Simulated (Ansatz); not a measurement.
# Run report: C₁₁H₂, geometry relaxation (part 3 of 3)

C₁₁H₂ (slab, 26 atoms in the cell); DFT PBE, scalar-relativistic, plane waves, PAW, no spin polarisation (Ansatz 0.2.0); cutoff 420 eV, 5×10×1 k-mesh, Gaussian smearing of 0.05 eV. The structure derives from an entry of the Crystallography Open Database. The input holds or restrains some coordinates.

**Output, continued**
```
  k-point 17: bands = ["-13.8113", "-13.7855", "-13.4135", "-13.3249", "-12.7924", "-12.7596", "-12.5935", "-12.4218", "-11.9730", "-11.9679", "-11.6858", "-10.5334", "-9.9907", "-9.7782", "-9.2455", "-8.8180", "-8.6384", "-8.0162", "-7.9229", "-7.2986", "-7.2356", "-6.8363", "-6.7540", "-6.3726", "-4.9856", "-4.7813", "-4.7441", "-4.5780", "-4.3105", "-4.1626", "-3.7648", "-3.5055", "-3.4810", "-3.3308", "-3.0573", "-3.0331", "-3.0099", "-2.7220", "-2.5588", "-2.5117", "-2.0531", "-1.8226", "-1.7729", "-1.3932", "-0.8441", "1.0529", "3.9395", "6.2681", "6.5863", "7.7233", "8.3917", "8.5445", "8.8209", "8.9845", "9.4135", "9.6255", "9.7455", "9.9715", "10.1887", "10.6808", "10.9705", "11.2171", "11.4501", "11.6016", "12.0715", "12.2363", "12.2974", "12.4429", "12.8760", "13.0720", "13.1037", "13.2190"]
--- Relaxed structure (7 steps of the walk, 7 accepted, 0 SCFs on fresh bases) ---
  F+E_penalty+E_count = -5570.36766008 eV   max|allowed force component| = 8.851e-3 eV/Å
  atoms:
    - { symbol: H, position: [0.25, 0.1314227055, 0.3221292933] }
    - { symbol: H, position: [0.25, 0.8685772944999999, 0.3221292933] }
    - { symbol: H, position: [0.75, 0.8685772944999999, 0.3221292933] }
    - { symbol: H, position: [0.75, 0.1314227055, 0.3221292933] }
    - { symbol: C, position: [0.25, 0.49999999999999994, 0.3470748342] }
    - { symbol: C, position: [0.75, 0.49999999999999994, 0.3470748342] }
    - { symbol: C, position: [0.5, 0.49999999999999994, 0.38091237270000006] }
    - { symbol: C, position: [0.0, 0.49999999999999994, 0.38091237270000006] }
    - { symbol: C, position: [0.5, 0.0, 0.41474991130000005] }
    - { symbol: C, position: [0.0, 0.0, 0.41474991130000005] }
    - { symbol: C, position: [0.75, 0.0, 0.4485874498] }
    - { symbol: C, position: [0.25, 0.0, 0.4485874498] }
    - { symbol: C, position: [0.75, 0.49999999999999994, 0.4824249883000001] }
    - { symbol: C, position: [0.25, 0.49999999999999994, 0.4824249883000001] }
    - { symbol: C, position: [0.0038529044198233695, 0.49999999999999994, 0.5162907220335761] }
    - { symbol: C, position: [0.49614709558017667, 0.49999999999999994, 0.5162907220335761] }
    - { symbol: C, position: [0.004094116279844854, -2.0707474184228032e-22, 0.5500997083815574] }
    - { symbol: C, position: [0.49590588372015515, -2.070747418428904e-22, 0.5500997083815574] }
    - { symbol: C, position: [0.25, 1.810396008587756e-18, 0.5870589153538811] }
    - { symbol: C, position: [0.75, -1.622899876144352e-18, 0.581139555325057] }
    - { symbol: C, position: [0.25, 0.49999999999999994, 0.6229644840002924] }
    - { symbol: C, position: [0.75, 0.49999999999999994, 0.612950473359405] }
    - { symbol: C, position: [0.5183565130248421, 0.49999999999999994, 0.653331565555038] }
    - { symbol: C, position: [-0.01835651302484195, 0.49999999999999994, 0.653331565555038] }
    - { symbol: C, position: [0.6134146533412635, 6.631380379430387e-19, 0.6790140258100276] }
    - { symbol: C, position: [0.8865853466587365, 6.631380379430411e-19, 0.6790140258100276] }
```

**Trajectory as extended XYZ (Å, eV, eV/Å), 7 frames, from step=1 to step=7**
```
26
Lattice="5.0508 0.0000 0.0000 0.0000 2.5254 0.0000 0.0000 0.0000 26.3869" Properties=species:S:1:pos:R:3:forces:R:3 step=1 energy=-5569.15790
H     1.2627    0.3319    8.5000    0.0000  12.4274   0.5586
H     1.2627    2.1935    8.5000    0.0000 -12.4274   0.5586
H     3.7881    2.1935    8.5000    0.0000 -12.4272   0.5582
H     3.7881    0.3319    8.5000    0.0000  12.4272   0.5582
C     1.2627    1.2627    9.1582    0.0000   0.0000   0.1906
C     3.7881    1.2627    9.1582    0.0000   0.0000   0.1883
C     2.5254    1.2627   10.0511    0.0034   0.0000  -1.3728
C     0.0000    1.2627   10.0511   -0.0034   0.0000  -1.3728
C     2.5254    0.0000   10.9440   -0.0038   0.0000   0.0886
C     0.0000    0.0000   10.9440    0.0038   0.0000   0.0886
C     3.7881    0.0000   11.8368    0.0000   0.0000  -0.0198
C     1.2627    0.0000   11.8368    0.0000   0.0000  -0.0284
C     3.7881    1.2627   12.7297    0.0000   0.0000   0.0471
C     1.2627    1.2627   12.7297    0.0000   0.0000  -0.0389
C     0.0000    1.2627   13.6226    0.1023   0.0000  -0.0047
C     2.5254    1.2627   13.6226   -0.1023   0.0000  -0.0047
C     0.0000    0.0000   14.5154   -0.0914   0.0000  -0.0520
C     2.5254    0.0000   14.5154    0.0914   0.0000  -0.0520
C     1.2627    0.0000   15.4083    0.0000   0.0000   0.1704
C     3.7881    0.0000   15.4083    0.0000   0.0000  -0.8599
C     1.2627    1.2627   16.3012    0.0000   0.0000   1.8452
C     3.7881    1.2627   16.3012    0.0000   0.0000  -4.5193
C     2.5254    1.2627   17.1941    2.6409   0.0000   1.2894
C     0.0000    1.2627   17.1941   -2.6409   0.0000   1.2894
C     3.0052    0.0000   17.8869    2.7035   0.0000   0.4482
C     4.5710    0.0000   17.8869   -2.7035   0.0000   0.4482
26
Lattice="5.0508 0.0000 0.0000 0.0000 2.5254 0.0000 0.0000 0.0000 26.3869" Properties=species:S:1:pos:R:3:forces:R:3 step=2 energy=-5570.19217
H     1.2627    0.3319    8.5000    0.0000  12.4273   0.5591
H     1.2627    2.1935    8.5000    0.0000 -12.4273   0.5591
H     3.7881    2.1935    8.5000    0.0000 -12.4272   0.5577
H     3.7881    0.3319    8.5000    0.0000  12.4272   0.5577
C     1.2627    1.2627    9.1582    0.0000   0.0000   0.1946
C     3.7881    1.2627    9.1582    0.0000   0.0000   0.1811
C     2.5254    1.2627   10.0511    0.0181   0.0000  -1.3727
C     0.0000    1.2627   10.0511   -0.0181   0.0000  -1.3727
C     2.5254    0.0000   10.9440   -0.0284   0.0000   0.0882
C     0.0000    0.0000   10.9440    0.0284   0.0000   0.0882
C     3.7881    0.0000   11.8368    0.0000   0.0000   0.0265
C     1.2627    0.0000   11.8368    0.0000   0.0000  -0.0760
C     3.7881    1.2627   12.7297    0.0000   0.0000   0.3094
C     1.2627    1.2627   12.7297    0.0000   0.0000  -0.3356
C     0.0097    1.2627   13.6224    0.5596   0.0000   0.0014
C     2.5157    1.2627   13.6224   -0.5596   0.0000   0.0014
C     0.0295    0.0000   14.5151   -0.6822   0.0000  -0.0199
C     2.4959    0.0000   14.5151    0.6822   0.0000  -0.0199
C     1.2627    0.0000   15.4802    0.0000   0.0000  -0.1071
C     3.7881    0.0000   15.3372    0.0000   0.0000   0.4006
C     1.2627    1.2627   16.4157    0.0000   0.0000   0.1539
C     3.7881    1.2627   16.2014    0.0000   0.0000  -1.3155
C     2.6075    1.2627   17.2257    0.1133   0.0000   0.5090
C    -0.0821    1.2627   17.2257   -0.1133   0.0000   0.5090
C     3.0533    0.0000   17.9248    2.7769   0.0000  -0.0389
C     4.5229    0.0000   17.9248   -2.7769   0.0000  -0.0389
26
Lattice="5.0508 0.0000 0.0000 0.0000 2.5254 0.0000 0.0000 0.0000 26.3869" Properties=species:S:1:pos:R:3:forces:R:3 step=3 energy=-5570.22656
H     1.2627    0.3319    8.5000    0.0000  12.4269   0.5585
H     1.2627    2.1935    8.5000    0.0000 -12.4269   0.5585
H     3.7881    2.1935    8.5000    0.0000 -12.4277   0.5587
H     3.7881    0.3319    8.5000    0.0000  12.4277   0.5587
C     1.2627    1.2627    9.1582    0.0000   0.0000   0.1891
C     3.7881    1.2627    9.1582    0.0000   0.0000   0.1852
C     2.5254    1.2627   10.0511    0.0039   0.0000  -1.3690
C     0.0000    1.2627   10.0511   -0.0039   0.0000  -1.3690
C     2.5254    0.0000   10.9440   -0.0242   0.0000   0.0934
C     0.0000    0.0000   10.9440    0.0242   0.0000   0.0934
C     3.7881    0.0000   11.8368    0.0000   0.0000   0.2906
C     1.2627    0.0000   11.8368    0.0000   0.0000   0.0955
C     3.7881    1.2627   12.7297    0.0000   0.0000   0.9716
C     1.2627    1.2627   12.7297    0.0000   0.0000   0.3580
C     0.0335    1.2627   13.6553   -0.6788   0.0000  -0.9286
C     2.4919    1.2627   13.6553    0.6788   0.0000  -0.9286
C     0.0129    0.0000   14.5358    0.6200   0.0000   0.2795
C     2.5125    0.0000   14.5358   -0.6200   0.0000   0.2795
C     1.2627    0.0000   15.5338    0.0000   0.0000  -0.5623
C     3.7881    0.0000   15.3611    0.0000   0.0000  -0.0735
C     1.2627    1.2627   16.4638    0.0000   0.0000   0.6796
C     3.7881    1.2627   16.1914    0.0000   0.0000   1.2036
C     2.5907    1.2627   17.2995    1.1292   0.0000  -0.5058
C    -0.0653    1.2627   17.2995   -1.1292   0.0000  -0.5058
C     3.0788    0.0000   17.9763    1.1612   0.0000  -0.3566
C     4.4975    0.0000   17.9763   -1.1612   0.0000  -0.3566
26
Lattice="5.0508 0.0000 0.0000 0.0000 2.5254 0.0000 0.0000 0.0000 26.3869" Properties=species:S:1:pos:R:3:forces:R:3 step=4 energy=-5570.33971
H     1.2627    0.3319    8.5000    0.0000  12.4272   0.5589
H     1.2627    2.1935    8.5000    0.0000 -12.4272   0.5589
H     3.7881    2.1935    8.5000    0.0000 -12.4273   0.5580
H     3.7881    0.3319    8.5000    0.0000  12.4273   0.5580
C     1.2627    1.2627    9.1582    0.0000   0.0000   0.1931
C     3.7881    1.2627    9.1582    0.0000   0.0000   0.1829
C     2.5254    1.2627   10.0511    0.0132   0.0000  -1.3729
C     0.0000    1.2627   10.0511   -0.0132   0.0000  -1.3729
C     2.5254    0.0000   10.9440   -0.0282   0.0000   0.0872
C     0.0000    0.0000   10.9440    0.0282   0.0000   0.0872
C     3.7881    0.0000   11.8368    0.0000   0.0000   0.0271
C     1.2627    0.0000   11.8368    0.0000   0.0000  -0.1266
C     3.7881    1.2627   12.7297    0.0000   0.0000   0.2238
C     1.2627    1.2627   12.7297    0.0000   0.0000  -0.4914
C     0.0202    1.2627   13.6187    0.0354   0.0000   0.0685
C     2.5053    1.2627   13.6187   -0.0354   0.0000   0.0685
C     0.0236    0.0000   14.5090   -0.0840   0.0000   0.0615
C     2.5018    0.0000   14.5090    0.0840   0.0000   0.0615
C     1.2627    0.0000   15.4898    0.0000   0.0000  -0.0423
C     3.7881    0.0000   15.3241    0.0000   0.0000  -0.1351
C     1.2627    1.2627   16.4386    0.0000   0.0000  -0.1364
C     3.7881    1.2627   16.1555    0.0000   0.0000   0.2046
C     2.6347    1.2627   17.2271   -0.6976   0.0000  -0.0634
C    -0.1093    1.2627   17.2271    0.6976   0.0000  -0.0634
C     3.1111    0.0000   17.8993   -0.9833   0.0000   0.1540
C     4.4651    0.0000   17.8993    0.9833   0.0000   0.1540
26
Lattice="5.0508 0.0000 0.0000 0.0000 2.5254 0.0000 0.0000 0.0000 26.3869" Properties=species:S:1:pos:R:3:forces:R:3 step=5 energy=-5570.36639
H     1.2627    0.3319    8.5000    0.0000  12.4272   0.5588
H     1.2627    2.1935    8.5000    0.0000 -12.4272   0.5588
H     3.7881    2.1935    8.5000    0.0000 -12.4274   0.5581
H     3.7881    0.3319    8.5000    0.0000  12.4274   0.5581
C     1.2627    1.2627    9.1582    0.0000   0.0000   0.1924
C     3.7881    1.2627    9.1582    0.0000   0.0000   0.1834
C     2.5254    1.2627   10.0511    0.0115   0.0000  -1.3726
C     0.0000    1.2627   10.0511   -0.0115   0.0000  -1.3726
C     2.5254    0.0000   10.9440   -0.0257   0.0000   0.0884
C     0.0000    0.0000   10.9440    0.0257   0.0000   0.0884
C     3.7881    0.0000   11.8368    0.0000   0.0000   0.0508
C     1.2627    0.0000   11.8368    0.0000   0.0000  -0.0947
C     3.7881    1.2627   12.7297    0.0000   0.0000   0.3136
C     1.2627    1.2627   12.7297    0.0000   0.0000  -0.3411
C     0.0197    1.2627   13.6227   -0.0255   0.0000   0.0228
C     2.5057    1.2627   13.6227    0.0255   0.0000   0.0228
C     0.0205    0.0000   14.5155   -0.0030   0.0000  -0.0386
C     2.5049    0.0000   14.5155    0.0030   0.0000  -0.0386
C     1.2627    0.0000   15.4883    0.0000   0.0000   0.0116
C     3.7881    0.0000   15.3353    0.0000   0.0000  -0.0107
C     1.2627    1.2627   16.4338    0.0000   0.0000   0.0633
C     3.7881    1.2627   16.1754    0.0000   0.0000  -0.0727
C     2.6151    1.2627   17.2379    0.1057   0.0000  -0.0128
C    -0.0897    1.2627   17.2379   -0.1057   0.0000  -0.0128
C     3.0954    0.0000   17.9145    0.2134   0.0000   0.0485
C     4.4808    0.0000   17.9145   -0.2134   0.0000   0.0485
26
Lattice="5.0508 0.0000 0.0000 0.0000 2.5254 0.0000 0.0000 0.0000 26.3869" Properties=species:S:1:pos:R:3:forces:R:3 step=6 energy=-5570.36758
H     1.2627    0.3319    8.5000    0.0000  12.4272   0.5588
H     1.2627    2.1935    8.5000    0.0000 -12.4272   0.5588
H     3.7881    2.1935    8.5000    0.0000 -12.4274   0.5581
H     3.7881    0.3319    8.5000    0.0000  12.4274   0.5581
C     1.2627    1.2627    9.1582    0.0000   0.0000   0.1924
C     3.7881    1.2627    9.1582    0.0000   0.0000   0.1832
C     2.5254    1.2627   10.0511    0.0118   0.0000  -1.3726
C     0.0000    1.2627   10.0511   -0.0118   0.0000  -1.3726
C     2.5254    0.0000   10.9440   -0.0262   0.0000   0.0884
C     0.0000    0.0000   10.9440    0.0262   0.0000   0.0884
C     3.7881    0.0000   11.8368    0.0000   0.0000   0.0554
C     1.2627    0.0000   11.8368    0.0000   0.0000  -0.0909
C     3.7881    1.2627   12.7297    0.0000   0.0000   0.3290
C     1.2627    1.2627   12.7297    0.0000   0.0000  -0.3327
C     0.0198    1.2627   13.6233   -0.0114   0.0000   0.0021
C     2.5056    1.2627   13.6233    0.0114   0.0000   0.0021
C     0.0210    0.0000   14.5156   -0.0134   0.0000   0.0046
C     2.5044    0.0000   14.5156    0.0134   0.0000   0.0046
C     1.2627    0.0000   15.4914    0.0000   0.0000  -0.0036
C     3.7881    0.0000   15.3349    0.0000   0.0000   0.0091
C     1.2627    1.2627   16.4388    0.0000   0.0000  -0.0080
C     3.7881    1.2627   16.1751    0.0000   0.0000  -0.0159
C     2.6183    1.2627   17.2396    0.0092   0.0000   0.0379
C    -0.0929    1.2627   17.2396   -0.0092   0.0000   0.0379
C     3.0983    0.0000   17.9195   -0.0170   0.0000  -0.0369
C     4.4779    0.0000   17.9195    0.0170   0.0000  -0.0369
26
Lattice="5.0508 0.0000 0.0000 0.0000 2.5254 0.0000 0.0000 0.0000 26.3869" Properties=species:S:1:pos:R:3:forces:R:3 step=7 energy=-5570.36766
H     1.2627    0.3319    8.5000    0.0000  12.4272   0.5588
H     1.2627    2.1935    8.5000    0.0000 -12.4272   0.5588
H     3.7881    2.1935    8.5000    0.0000 -12.4274   0.5581
H     3.7881    0.3319    8.5000    0.0000  12.4274   0.5581
C     1.2627    1.2627    9.1582    0.0000   0.0000   0.1925
C     3.7881    1.2627    9.1582    0.0000   0.0000   0.1832
C     2.5254    1.2627   10.0511    0.0119   0.0000  -1.3726
C     0.0000    1.2627   10.0511   -0.0119   0.0000  -1.3726
C     2.5254    0.0000   10.9440   -0.0261   0.0000   0.0884
C     0.0000    0.0000   10.9440    0.0261   0.0000   0.0884
C     3.7881    0.0000   11.8368    0.0000   0.0000   0.0541
C     1.2627    0.0000   11.8368    0.0000   0.0000  -0.0900
C     3.7881    1.2627   12.7297    0.0000   0.0000   0.3236
C     1.2627    1.2627   12.7297    0.0000   0.0000  -0.3295
C     0.0195    1.2627   13.6233    0.0002   0.0000  -0.0049
C     2.5060    1.2627   13.6233   -0.0002   0.0000  -0.0049
C     0.0207    0.0000   14.5154    0.0008   0.0000  -0.0052
C     2.5047    0.0000   14.5154   -0.0008   0.0000  -0.0052
C     1.2627    0.0000   15.4907    0.0000   0.0000   0.0081
C     3.7881    0.0000   15.3345    0.0000   0.0000   0.0062
C     1.2627    1.2627   16.4381    0.0000   0.0000  -0.0020
C     3.7881    1.2627   16.1739    0.0000   0.0000   0.0078
C     2.6181    1.2627   17.2394    0.0036   0.0000  -0.0085
C    -0.0927    1.2627   17.2394   -0.0036   0.0000  -0.0085
C     3.0983    0.0000   17.9171   -0.0011   0.0000   0.0089
C     4.4780    0.0000   17.9171    0.0011   0.0000   0.0089
```

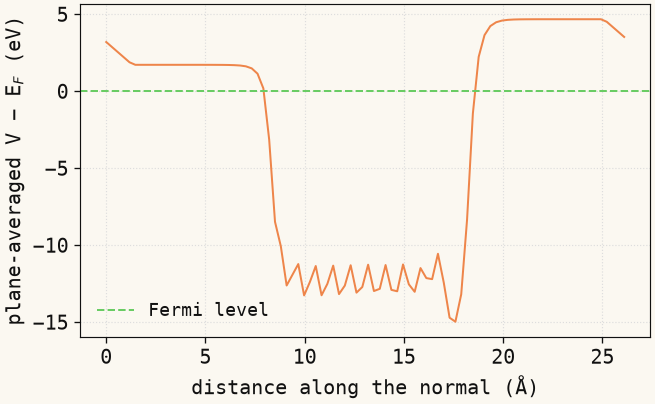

Fig. 1: Plane average of the electrostatic potential energy of an electron across the cell, from the Fermi level. The vacuum level lies 4.67 eV above the Fermi level on the upper side and 1.71 eV on the lower.

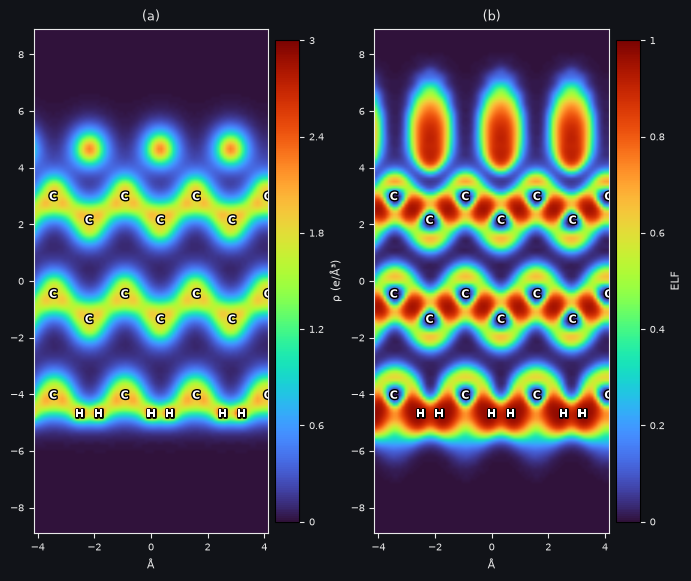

Fig. 2: (a) valence pseudo-density; (b) ELF on the (100) plane of the calculation cell, a cut from vacuum to vacuum. The section cuts through H and C sites. H–H (0.66 Å): ρ is about 1.8 e/Å³ halfway; the ELF is about 0.90 at the midpoint; a covalent bond by its length. C–H (1.14 Å): ρ at the midpoint is about 1.9 e/Å³; the ELF climbs to about 1 towards the hydrogen, as it does in any bond to H; a covalent bond by its length. The density dies away to nearly zero in the vacuum. In a PAW calculation such maps are meaningful between the atoms, not at the nuclei.

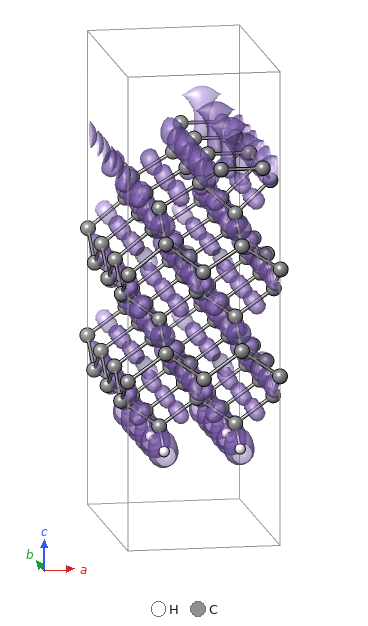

Fig. 3: Isosurface of the ELF at 0.8 (purple), seen slightly off an axis. Core shells and regions of very low density are left out. Sticks mark near contacts. Counts are for one cell; the picture repeats the cell along the surface. Along the contacts the grid gives the following. C–H (1.14 Å): the ELF climbs to about 1 towards the hydrogen; a covalent bond by its length.

**Key numbers**

- outcome: converged under the restraints of the input
- electrons treated: 92
- free energy: −5570.3677 eV
- work function, top face: 4.67 eV
- work function, bottom face: 1.71 eV
- Fermi energy: 3.591 eV
- gap on the k-point mesh: 0.69 eV
- final volume: 336.58 Å³
- work function (upper face): 4.67 eV
- largest force (length of the vector) at the end, held atoms and coordinates included: 12.440 eV/Å
- wall time: 4.5 min (CPU time 8.9 min)
- peak memory: 0.83 GiB

**Remarks**

The program warns: the exchange-correlation potential is rough where the density is thin.
